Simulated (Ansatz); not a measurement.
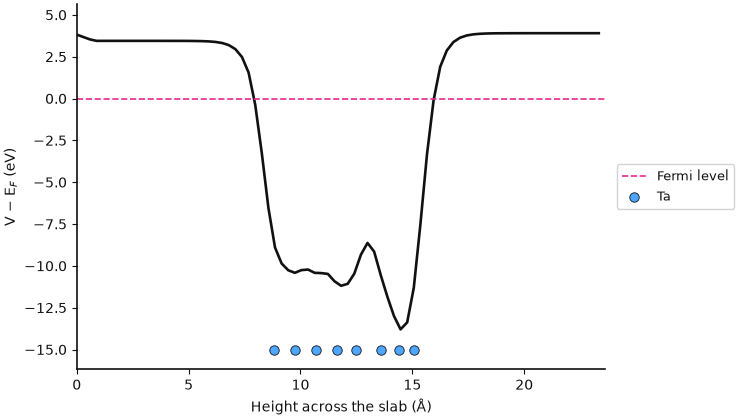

Plane-averaged electrostatic potential energy of an electron across the slab; circles at the bottom mark the heights of the atoms (positions after relaxation).

This input was run:

```
crystal:
  lattice:
    - [4.6393552034, 0.0, 0.0]
    - [-2.3196776017, 4.0177994633, 0.0]
    - [0.0, 0.0, 23.6290309072]
  atoms:
    - { symbol: Ta, position: [0.6666666667, 0.3333333333, 0.359726983] }
    - { symbol: Ta, position: [0.3333333333, 0.6666666667, 0.3998049879] }
    - { symbol: Ta, position: [0.0, 0.0, 0.4398829927] }
    - { symbol: Ta, position: [0.6666666667, 0.3333333333, 0.4799609976] }
    - { symbol: Ta, position: [0.3333333333, 0.6666666667, 0.5200390024] }
    - { symbol: Ta, position: [0.0, 0.0, 0.5601170073] }
    - { symbol: Ta, position: [0.6666666667, 0.3333333333, 0.6001950121] }
    - { symbol: Ta, position: [0.3333333333, 0.6666666667, 0.640273017] }
basis:
  ecutwfc: 420
kpoints:
  mp_grid: { grid: [6, 6, 1] }
hamiltonian:
  xc: pbesol
scf:
  occupations: { method: gaussian, width: 0.1 }
output:
  forces: true
  eigenvalues: true
relax:
  adjacent_minimum: "off"
  f_tol: 0.03
  max_steps: 70
  constraints: [{ sites: [0, 1, 2, 3] }]
efield:
  axis: 3
  dipole_correction: true
  ramp_width: 0.04
```

Launched with:
```bash
ansatz run input.yaml --threads 4 --pin off --max-ram 10240MiB --backend cpu --events-out ev --progress --plain --runs-dir out
```

What is the work function?

Answer. The work function is 3.90 eV at the right face and 3.45 eV at the left.

How thick are slab and vacuum?

Answer. The outermost atoms are 6.3 Å apart, which leaves 17.3 Å of vacuum in a cell 23.6 Å high.

Do the two faces differ, and what does that say about the slab's dipole?

Answer. The vacuum level is 0.46 eV higher at the right than at the left, so the slab carries a dipole along its normal; the ramp in the vacuum, at or near the edge of the plot, is the dipole correction that keeps each side flat. Some atoms were held fixed in the relaxation, which can itself make the faces differ.

Spin-orbit coupling is left out, which matters for Ta.
